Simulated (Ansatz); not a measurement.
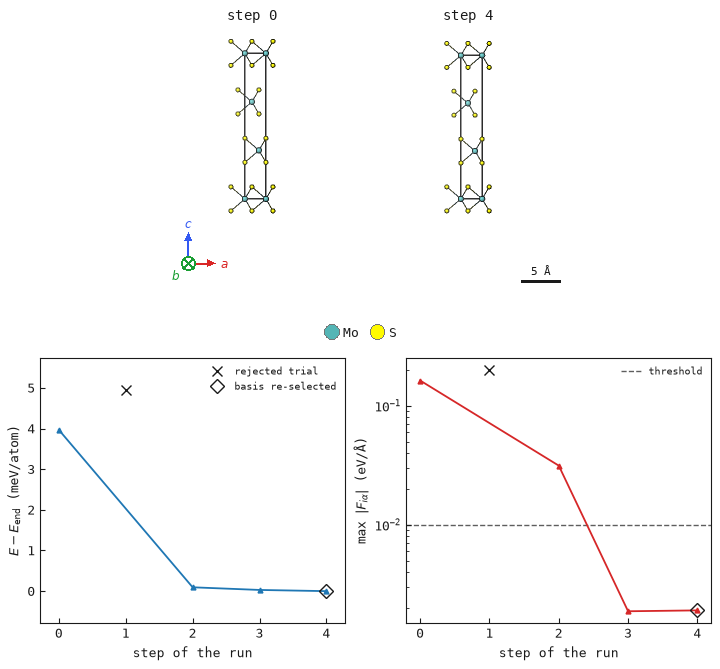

First and last geometry of a relaxation of crystalline MoS₂ (built on the database structure type), with the history of the run. Style: ball-and-stick. Shown: the conventional cell (3 times the calculation's cell), along the b axis. Lengths and directions refer to the drawn axes.

Theory: DFT, r2SCAN+rVV10, plane waves, PAW in Ansatz 0.2.0. Settings: plane-wave cutoff 500 eV; k-point mesh 8 × 8 × 8; occupations fermi dirac; smearing width 0.03 eV; no spin polarisation; cell and atoms relaxed; force threshold 0.01 eV/Å; at most 120 steps.

What do the curves and the structures tell?

Answer. It converged. After 2 accepted moves (4 points after the start) the energy has fallen by 4.0 meV per atom. The largest force component goes from 0.16 to 0.0019 eV/Å. The pressure goes from 2.60 to 0.00 GPa. The line search rejected the trial step at point 1 of the run. The SCF was repeated once at an unchanged geometry on a basis and grid sized afresh for the cell, which shifted the energy by less than 0.05 meV per atom at most. The largest moves relative to the cell, 0.019 Å, are those of S atoms. Mo stays in place. The volume changes by +0.6 %, with a = b 3.143 → 3.175 Å (+1.0 %), c 18.853 → 18.585 Å (−1.4 %). Near-neighbour distances that change, for instance: Mo–S 2.392 → 2.404 Å. The space group stays R3m (No. 160). Cost: 44 s on 2 threads of AMD EPYC 7R13 Processor (Zen 3), with other jobs on the host, peak memory 0.75 GiB.
